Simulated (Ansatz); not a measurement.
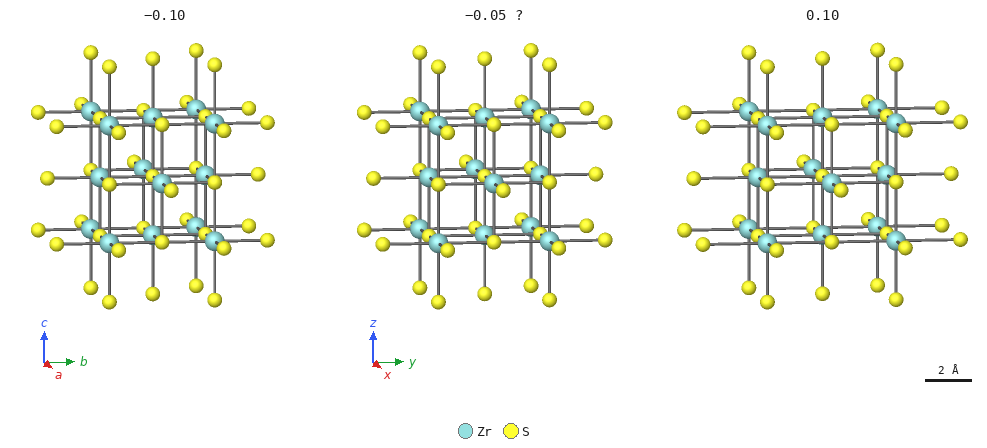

Energy scan for a crystal of ZrS (Fm-3m), in which the cell is strained along y alone, with the atoms kept at their fractional coordinates. x, y and z are the Cartesian axes of the input. A ball-and-stick model of the conventional cell (4 times the calculation's cell), seen along the a axis, with a slight tilt. Lengths and directions refer to the drawn axes.

Method: DFT r2SCAN, scalar-relativistic, plane waves, PAW (Ansatz). Set-up: plane-wave cutoff 500 eV; k-point mesh 16 × 16 × 16; occupations gaussian; smearing width 0.15 eV; no spin polarisation. Energies (free energies at the smearing named) are counted from the cell as listed in its source, which wasn't relaxed.

```tsv
strain	E − E(ref) (meV/atom)
−0.100	248.6
−0.075	119.5
−0.050	?
0.000	0.0
0.025	15.2
0.050	45.6
0.075	86.2
0.100	133.1
```

Fill in the missing row.

A straight line between the two neighbours gives 79.7 meV/atom. A cubic through the four nearest rows (−0.100, −0.075, 0.000, 0.025) gives, with Lagrange weights, (−0.3000)(248.6) + (1.0000)(119.5) + (0.5000)(0.0) + (−0.2000)(15.2) = 41.9 meV/atom. The calculation gives 43.2 meV/atom, so the cubic is 1.3 meV/atom too low and the straight line 36.5 meV/atom too high, as the curve bends upwards here.

The whole profile:

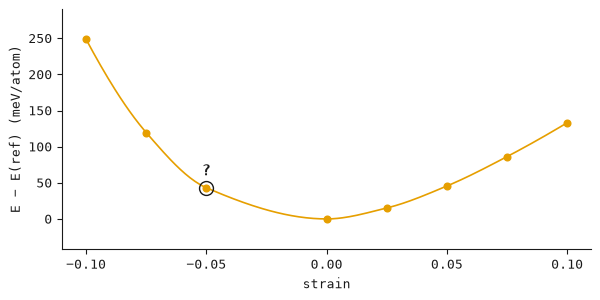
